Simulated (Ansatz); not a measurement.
**Two runs on Sb**

System: Sb (P6₃/mmc, 2 atoms in the cell).
Method of the first run: Kohn-Sham DFT of a periodic cell, PBEsol, Ansatz PAW, no spin polarisation (Ansatz 0.2.0).

The structure derives from a Materials Project entry. Text and figures count atoms from 1; the logs count them from 0 in places.

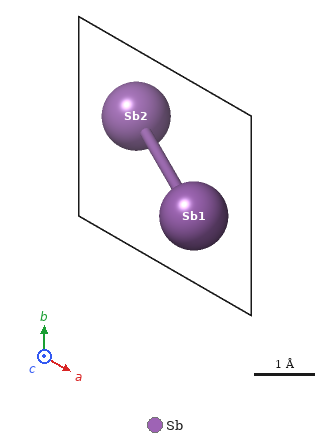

**Figure 1.** The structure as given in the input (ball-and-stick view of the cell of the calculation, along the c axis; atoms are numbered from 1 in the order of the input). Near neighbours in the crystal (not all of them lie inside the picture): Sb has 12 Sb at 3.35 Å.

## The input, the first run
```yaml
crystal:
  lattice:
    - [3.3545324186, 0.0, 0.0]
    - [-1.6772662093, 2.9051102923, 0.0]
    - [0.0, 0.0, 5.47016065]
  atoms:
    - { symbol: Sb, position: [0.6666666667, 0.3333333333, 0.75] }
    - { symbol: Sb, position: [0.3333333333, 0.6666666667, 0.25] }
hamiltonian:
  xc: pbesol
  pseudopotentials: { kind: paw }
kpoints:
  mp_grid: { grid: [9, 9, 5] }
scf:
  occupations: { method: fermi_dirac, width: 0.05 }
output:
  forces: true
  stress: true
  eigenvalues: true
relax:
  f_tol: 0.01
  max_steps: 40
  cell: { stress_tol: 0.05 }
```

Command:
```bash
ansatz run input.yaml --threads 2 --pin off --max-ram 5632MiB --backend cpu --events-out ev --progress --plain --runs-dir out
```

Hardware: 2 threads of Arm Neoverse N1, 112 GiB of memory available, shared host.

## Output, shortened to warnings, some set-up lines, iterations and results (the first run)
```
Basis set: ecut = 420 eV, 1087 PW (Γ), exchange–correlation on 48×48×80 points (8 copies of the dense FFT grid, shifted against one another)
Symmetry: 24 space group operations
k-points: 36 of 405
Initial density: superposition of atomic densities (neutral atoms: chi_scale 0, normalization atom), corrected by the library's trained network
[...]
SCF iter   1: F=—  HF=-12815.725332 eV  |F-HF|=—  |Δ(HF+E_count)|=         —  Δρ=2.45e-3  dr2=1.95e-3  ethr=1.77e-3  ⟨swp⟩=5.8  Hψ=3361  notcnv=0
SCF iter   2: F=—  HF=-12815.722992 eV  |F-HF|=—  |Δ(HF+E_count)|=   2.34e-3  Δρ=1.61e-3  dr2=8.85e-4  ethr=6.51e-6  ⟨swp⟩=2.5  Hψ=1382  notcnv=0  defer=1
SCF iter   3: F=—  HF=-12815.722843 eV  |F-HF|=—  |Δ(HF+E_count)|=   1.49e-4  Δρ=7.41e-4  dr2=1.39e-4  ethr=2.95e-6  ⟨swp⟩=2.0  Hψ=1213  notcnv=0  defer=1
SCF iter   4: F=—  HF=-12815.722728 eV  |F-HF|=—  |Δ(HF+E_count)|=   1.15e-4  Δρ=8.47e-5  dr2=5.26e-6  ethr=4.63e-7  ⟨swp⟩=2.0  Hψ=1213  notcnv=0  defer=1
SCF iter   5: F=—  HF=-12815.722730 eV  |F-HF|=—  |Δ(HF+E_count)|=   1.85e-6  Δρ=3.00e-5  dr2=6.19e-7  ethr=1.75e-8  ⟨swp⟩=2.4  Hψ=1223  notcnv=0  defer=1
[... 63 lines ...]
SCF iter   3: F=—  HF=-12815.730302 eV  |F-HF|=—  |Δ(HF+E_count)|=   4.07e-8  Δρ=1.05e-6  dr2=2.51e-10  ethr=6.28e-11  ⟨swp⟩=2.0  Hψ=1198  notcnv=0
SCF iter   4: F=—  HF=-12815.730302 eV  |F-HF|=—  |Δ(HF+E_count)|=  1.13e-10  Δρ=5.68e-7  dr2=7.65e-11  ethr=1.00e-12  ⟨swp⟩=7.3  Hψ=3711  notcnv=0
SCF iter   5: F=-12815.730302 eV  HF=-12815.730302 eV  |F-HF|=9.09e-12  |Δ(HF+E_count)|=  1.82e-12  Δρ=1.43e-7  dr2=7.14e-12  ethr=1.00e-12  ⟨swp⟩=4.1  Hψ=3277  notcnv=0
SCF 11 converged in 5 iterations: F = -12815.730302 eV  dr2 = 7.14e-12
relax step  11: F+E_penalty+E_count = -12815.73030232 eV  Δ(F+E_penalty+E_count) = +3.402e-4 eV  max|allowed force component| = 2.313e-17 eV/Å  Δτ_max = 0.0000 Å  P = +0.008 …
basis re-selected at this cell: Δ(F+E_penalty+E_count) = +3.402e-4 eV, ΔP = +0.003 GPa vs the last step (what re-selecting the basis moved, of the pressure what is left beyond the Pulay correction that the steps carried, after the strain that the cell walked since its last selection, with what the …
SCF converged after 5 iterations
Free energy (F): -12815.730302 eV
Harris-Foulkes:  -12815.730302 eV  (|F-HF|=9.09e-12)
Internal energy: -12815.718872 eV  (E = F + TS)
E sigma→0 (E₀):  -12815.724587 eV
Entropy (-TS):   -0.011430 eV (-5.715 meV/atom)
Fermi energy:    12.012313 eV
--- Per-component energies (eV) ---
  E_band       = -276.167850
  E_kinetic    = 414.994694
  E_local      = -2817.157395  (includes V_loc(G=0)·N_el)
  E_nonlocal   = 726.879292
  E_hartree    = 1289.135632
  E_xc         = -275.822642
  E_vxc        = -194.271729  (∫ρ·V_xc dr)
  E_paw        = -8997.523456  (= ΣΔE_a)
  E_vpaw       = -984.883785  (= ΣTr[D̂ρ^β])
  E_aug_tail   = -0.000004  (compensation charges beyond the density's cutoff)
  E_ewald      = -3156.888708
  E_core_change = 0.663714  (= ΣΔE_core)
  E_smearing   = -0.011430  (= −TS)
  E_closure    = 0.000000  (closes the sum)
  Σ components = -12815.730302   (vs F -12815.730302, Δ=0.00e0)
--- Forces (eV/Å), atoms counted from 1 ---
  atom   1  Sb     0.00000000    -0.00000000     0.00000000
  atom   2  Sb    -0.00000000     0.00000000    -0.00000000
  max |Σ_I F_I| component: 9.25e-18 eV/Å
--- Stress (GPa, compression-positive) ---
        0.014980       0.000000      -0.000000
        0.000000       0.014980      -0.000000
       -0.000000      -0.000000      -0.004609
  P = ⅓ Tr σ = 0.0085 GPa (0.085 kbar)
--- Relaxed structure (10 steps of the walk, 9 accepted, 1 SCFs on fresh bases) ---
  F+E_penalty+E_count = -12815.73030232 eV   max|allowed force component| = 2.313e-17 eV/Å   (the final SCF, on the basis selected at the relaxed cell)
  cell:  # Å, volume = 52.0715 Å³
    - [3.3541924863677313, 2.4318787685205347e-34, 0.0]
    - [-1.6770962431838656, 2.9048159023773445, 0.0]
    - [0.0, 0.0, 5.344337462254269]
  atoms:
[...]
```

The input of the second run differs as follows (lines with − go, lines with + come):
```diff
+  dispersion: d3bj
```

How does the second run compare with the first run?

The total energies belong to different models, so their difference says nothing on which is more stable or more accurate. The volume per atom goes from 26.04 to 24.72 Å³. The SCF takes 36 iterations over all geometry steps against 51. On the same kind of shared host the second run took about 0.58 times as long.

## Output, shortened to warnings, some set-up lines, iterations and results (the second run)
```
Basis set: ecut = 420 eV, 1087 PW (Γ), exchange–correlation on 48×48×80 points (8 copies of the dense FFT grid, shifted against one another)
Symmetry: 24 space group operations
k-points: 36 of 405
Initial density: superposition of atomic densities (neutral atoms: chi_scale 0, normalization atom), corrected by the library's trained network
[...]
SCF iter   1: F=—  HF=-12816.749908 eV  |F-HF|=—  |Δ(HF+E_count)|=         —  Δρ=2.45e-3  dr2=1.95e-3  ethr=1.77e-3  ⟨swp⟩=5.8  Hψ=3361  notcnv=0
SCF iter   2: F=—  HF=-12816.747568 eV  |F-HF|=—  |Δ(HF+E_count)|=   2.34e-3  Δρ=1.61e-3  dr2=8.85e-4  ethr=6.51e-6  ⟨swp⟩=2.5  Hψ=1382  notcnv=0  defer=1
SCF iter   3: F=—  HF=-12816.747419 eV  |F-HF|=—  |Δ(HF+E_count)|=   1.49e-4  Δρ=7.41e-4  dr2=1.39e-4  ethr=2.95e-6  ⟨swp⟩=2.0  Hψ=1213  notcnv=0  defer=1
SCF iter   4: F=—  HF=-12816.747304 eV  |F-HF|=—  |Δ(HF+E_count)|=   1.15e-4  Δρ=8.47e-5  dr2=5.26e-6  ethr=4.63e-7  ⟨swp⟩=2.0  Hψ=1213  notcnv=0  defer=1
SCF iter   5: F=—  HF=-12816.747306 eV  |F-HF|=—  |Δ(HF+E_count)|=   1.85e-6  Δρ=3.00e-5  dr2=6.19e-7  ethr=1.75e-8  ⟨swp⟩=2.4  Hψ=1223  notcnv=0  defer=1
[... 38 lines ...]
SCF iter   6: F=-12816.810257 eV  HF=-12816.810257 eV  |F-HF|=1.82e-12  |Δ(HF+E_count)|=  1.82e-12  Δρ=4.94e-9  dr2=4.93e-15  ethr=1.00e-12  ⟨swp⟩=1.0  Hψ=684  notcnv=0
SCF iter   7: F=-12816.810257 eV  HF=-12816.810257 eV  |F-HF|=1.82e-12  |Δ(HF+E_count)|=  1.82e-12  Δρ=1.45e-9  dr2=8.01e-16  ethr=1.00e-12  ⟨swp⟩=1.0  Hψ=684  notcnv=0
SCF iter   8: F=-12816.810257 eV  HF=-12816.810257 eV  |F-HF|=1.82e-12  |Δ(HF+E_count)|=  1.82e-12  Δρ=1.73e-10  dr2=5.41e-18  ethr=1.00e-12  ⟨swp⟩=2.2  Hψ=2062  notcnv=0
SCF 6 converged in 8 iterations: F = -12816.810257 eV  dr2 = 5.41e-18
relax step   6: F+E_penalty+E_count = -12816.81025695 eV  Δ(F+E_penalty+E_count) = +1.128e-3 eV  max|allowed force component| = 7.517e-17 eV/Å  Δτ_max = 0.0000 Å  P = +0.012 …
basis re-selected at this cell: Δ(F+E_penalty+E_count) = +1.128e-3 eV, ΔP = +0.003 GPa vs the last step (what re-selecting the basis moved, of the pressure what is left beyond the Pulay correction that the steps carried, after the strain that the cell walked since its last selection, with what the …
SCF converged after 8 iterations
Free energy (F): -12816.810257 eV
Harris-Foulkes:  -12816.810257 eV  (|F-HF|=1.82e-12)
Internal energy: -12816.801739 eV  (E = F + TS)
E sigma→0 (E₀):  -12816.805998 eV
Entropy (-TS):   -0.008518 eV (-4.259 meV/atom)
Fermi energy:    12.861025 eV
--- Per-component energies (eV) ---
  E_band       = -251.680085
  E_kinetic    = 416.839172
  E_local      = -2732.394167  (includes V_loc(G=0)·N_el)
  E_nonlocal   = 727.340682
  E_hartree    = 1258.733262
  E_xc         = -276.731271
  E_vxc        = -195.478144  (∫ρ·V_xc dr)
  E_paw        = -8997.881735  (= ΣΔE_a)
  E_vpaw       = -985.454148  (= ΣTr[D̂ρ^β])
  E_aug_tail   = -0.000004  (compensation charges beyond the density's cutoff)
  E_ewald      = -3212.262521
  E_disp       = -1.108871  (pairwise vdW)
  E_core_change = 0.663714  (= ΣΔE_core)
  E_smearing   = -0.008518  (= −TS)
  E_closure    = 0.000000  (closes the sum)
  Σ components = -12816.810257   (vs F -12816.810257, Δ=0.00e0)
--- Forces (eV/Å), atoms counted from 1 ---
  atom   1  Sb    -0.00000000     0.00000000     0.00000000
  atom   2  Sb     0.00000000    -0.00000000    -0.00000000
  max |Σ_I F_I| component: 2.31e-18 eV/Å
--- Stress (GPa, compression-positive) ---
       -0.002357       0.000000       0.000000
       -0.000000      -0.002357       0.000000
        0.000000       0.000000       0.041164
  P = ⅓ Tr σ = 0.0121 GPa (0.121 kbar)
--- Relaxed structure (5 steps of the walk, 5 accepted, 1 SCFs on fresh bases) ---
  F+E_penalty+E_count = -12816.81025695 eV   max|allowed force component| = 7.517e-17 eV/Å   (the final SCF, on the basis selected at the relaxed cell)
  cell:  # Å, volume = 49.4386 Å³
    - [3.2711440989228944, 0.0, 0.0]
    - [-1.6355720494614472, 2.8328938891067836, 0.0]
    - [0.0, 0.0, 5.3350199508287615]
  atoms:
[...]
```

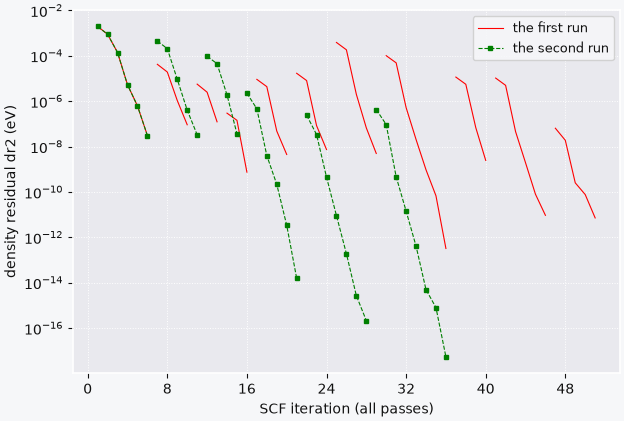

**Figure 2.** Convergence of the two runs: density residual dr2 against the SCF iteration. A break in a curve parts two SCF passes. The first run takes 51 iterations in all, and the second run takes 36.

## The two runs side by side

```tsv
quantity	the first run	the second run
outcome	converged	converged
free energy per atom (eV)	−6407.8652	−6408.4051
energy per atom, smearing taken to zero (eV)	−6407.8623	−6408.4030
gap on the mesh (eV)	0.00	0.00
pressure (GPa)	0.01	0.01
volume per atom (Å³)	26.04	24.72
largest force (eV/Å)	0.000	0.000
SCF iterations	51	36
irreducible k-points	36	36
wall time (shared host)	18 s	10 s
```
